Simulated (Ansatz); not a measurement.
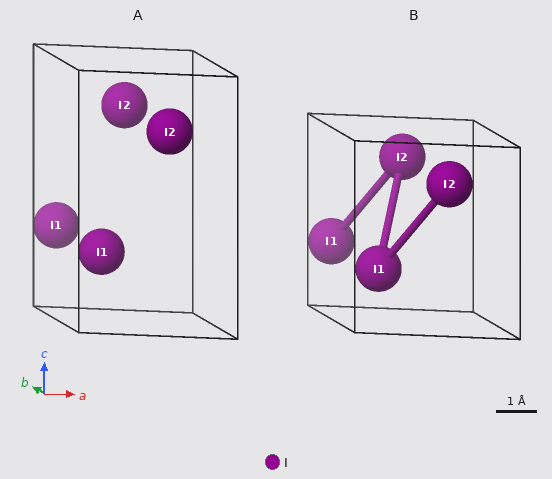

Two geometries of solid I (built on the hcp_194 type), drawn at one scale. One is the start of a relaxation, the other its converged end. The picture is a ball-and-stick view of the cell of the calculation, repeated 1 × 2 × 1 with one cell outlined, seen slightly off an axis.

Computed with DFT PBE, scalar-relativistic, plane waves, PAW in Ansatz. (plane-wave cutoff 420 eV; k-point mesh 15 × 15 × 8; occupations gaussian; smearing width 0.1 eV; no spin polarisation; cell and atoms relaxed; force threshold 0.01 eV/Å; at most 80 steps)

> Which one is relaxed?

Structure B is the relaxed one. Case: hcp type (P6_3/mmc, No. 194). The atoms keep their places relative to the cell (all moves are under 0.005 Å). Cell: a = b 4.112 → 4.283 Å (+4.2 %), c 6.675 → 4.881 Å (−26.9 %). Volume −20.7 %. Some distances before and after: I1–I2 4.096 → 3.474 Å. The space group stays P6_3/mmc (No. 194). The energy falls by 0.630 eV per cell of the calculation in 9 accepted moves (10 points after the start). All forces vanish by symmetry, so only the cell relaxes. The pressure goes from −2.82 to 0.01 GPa. At 1 point the geometry stayed and the basis and grid were re-selected for the new cell (energy shift of 0.8 meV per cell of the calculation at most each time).
